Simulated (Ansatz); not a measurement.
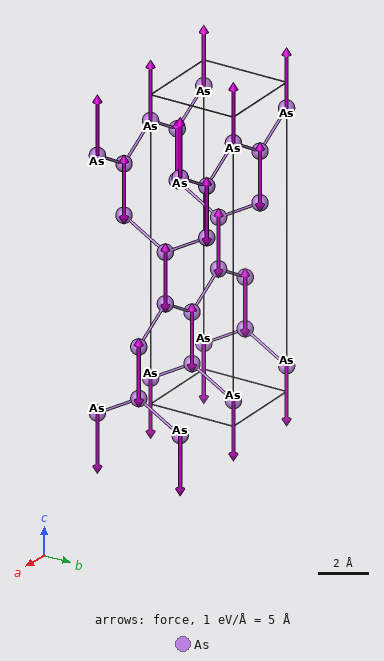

Starting geometry of crystalline As (a generated structure, set up in I4_1/amd) (coarse preliminary run) with the computed forces as purple arrows. The picture is a ball-and-stick view of the conventional cell (2 times the calculation's cell), repeated 2 × 1 × 1 with one cell outlined, seen from a free direction. Lengths and directions refer to the drawn axes.

All numbers below come from DFT PBE, scalar-relativistic, plane waves, PAW (Ansatz). Set-up: plane-wave cutoff 420 eV; k-point mesh 6 × 6 × 6; occupations gaussian; smearing width 0.1 eV; no spin polarisation; cell and atoms relaxed; force threshold 0.04 eV/Å; at most 70 steps.

Is this structure relaxed? If not, where do the atoms go?

Answer. It isn't relaxed: the largest force vector, on As atoms, is 0.54 eV/Å. Measured relative to the changing cell, the final displacements run against the starting forces (cosine between the two patterns −1.00). The energy falls by 2.197 eV per cell of the calculation in 19 accepted moves (23 points after the start). The largest force component goes from 0.54 to 0.0026 eV/Å. The pressure goes from 15.04 to 0.17 GPa. The line search rejected the trial step at point 16 of the run. The SCF was repeated 3 times at an unchanged geometry on a basis and grid sized afresh for the cell, which shifted the energy by 0.123 eV per cell of the calculation at most. The largest moves relative to the cell, 0.13 Å, are those of As atoms. Cell: a = b 3.957 → 3.375 Å (−14.7 %), c 13.709 → 23.440 Å (+71.0 %). Volume +24.3 %. Among the contacts that change: As–As 2.285 → 4.174 Å, As–As 2.285 → 2.385 Å. Bonds break: As–As (2.28 → 4.17 Å). Among the angles between lasting bonds that change: As–As–As 120.0° → 90.1°. The space group stays I4_1/amd (No. 141). The run took 2.3 min on 1 thread of Arm Neoverse V2 (shared host), peak memory 0.42 GiB.
